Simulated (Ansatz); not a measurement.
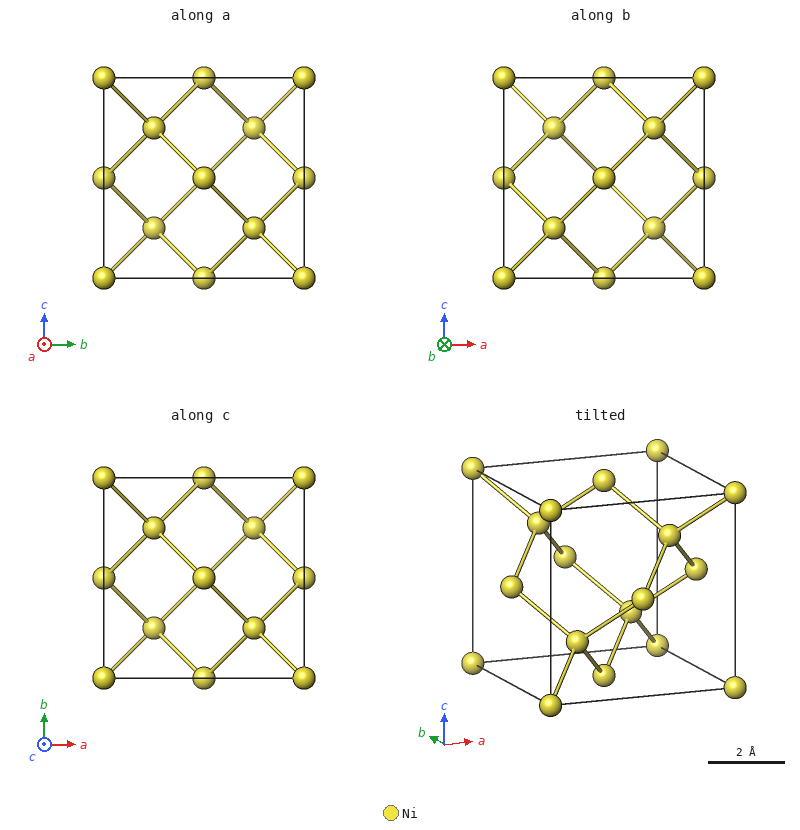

Figure: ball-and-stick view along the a axis, along the b axis, along the c axis and slightly off an axis. Lines trace the edges of the conventional unit cell.

Lattice parameters: a = 5.276 Å, b = 5.276 Å, c = 5.276 Å, α = 90.00°, β = 90.00°, γ = 90.00°. Put a along x and b in the xy plane.

Q: Reconstruct the structure as a POSCAR file.

A:
```
Ni
1.0
     5.276    0.000    0.000
     0.000    5.276    0.000
     0.000    0.000    5.276
Ni
8
Direct
  0.7500 0.7500 0.2500
  0.0000 0.5000 0.5000
  0.7500 0.2500 0.7500
  0.0000 0.0000 0.0000
  0.2500 0.7500 0.7500
  0.5000 0.5000 0.0000
  0.2500 0.2500 0.2500
  0.5000 0.0000 0.5000
```

The structure was taken from a structure type filled with this element by a generator (whether the element takes this form wasn't checked). Earlier steps of the study may have refined or changed the cell and positions. It was run through Ansatz as a DFT input.

At this level of theory the cell isn't at rest (stretched, at -5 GPa), so its distances can differ from those at equilibrium, the more so the softer the solid.
